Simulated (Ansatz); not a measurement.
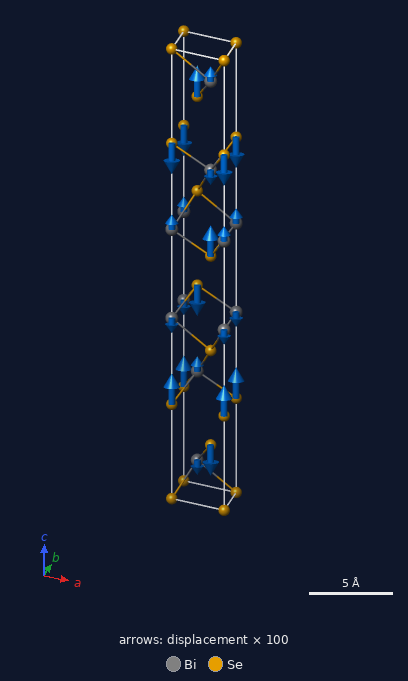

A relaxation of crystalline Bi₂Se₃ (a generated structure, set up in R-3m). The starting structure is drawn; blue arrows show the displacements (the part carried along by the change of the cell is left out), magnified 100 times.

A ball-and-stick model of the conventional cell (3 times the calculation's cell), seen slightly off an axis. Lengths and directions refer to the drawn axes.

These are results of DFT PBE+D3(BJ), scalar-relativistic, plane waves, PAW (Ansatz), not measurements. Settings: plane-wave cutoff 420 eV; k-point mesh 12 × 12 × 12; occupations gaussian; smearing width 0.01 eV; no spin polarisation; cell and atoms relaxed; force threshold 0.005 eV/Å; at most 80 steps.

Which element moves most?

Answer. Selenium: up to 0.019 Å, against 0.009 Å for bismuth.

What did the optimiser do to the structure, and how much energy did it gain?

Answer. Over 3 accepted moves (4 points after the start) the energy falls by 0.2 meV per atom. Largest force component: 0.028 eV/Å at the start, 0.0034 eV/Å at the end. The pressure goes from 0.00 to 0.00 GPa. The SCF was repeated once at an unchanged geometry on a basis and grid sized afresh for the cell, which shifted the energy by less than 0.05 meV per atom at most. The largest moves relative to the cell, 0.019 Å, are those of Se atoms. By element the largest moves are Se 0.019 Å, Bi 0.009 Å. The drawn cell changes as follows: a = b 4.150 → 4.144 Å (−0.2 %), c 28.270 → 28.479 Å (+0.7 %); the volume changes by +0.4 %. The space group stays R-3m (No. 166).
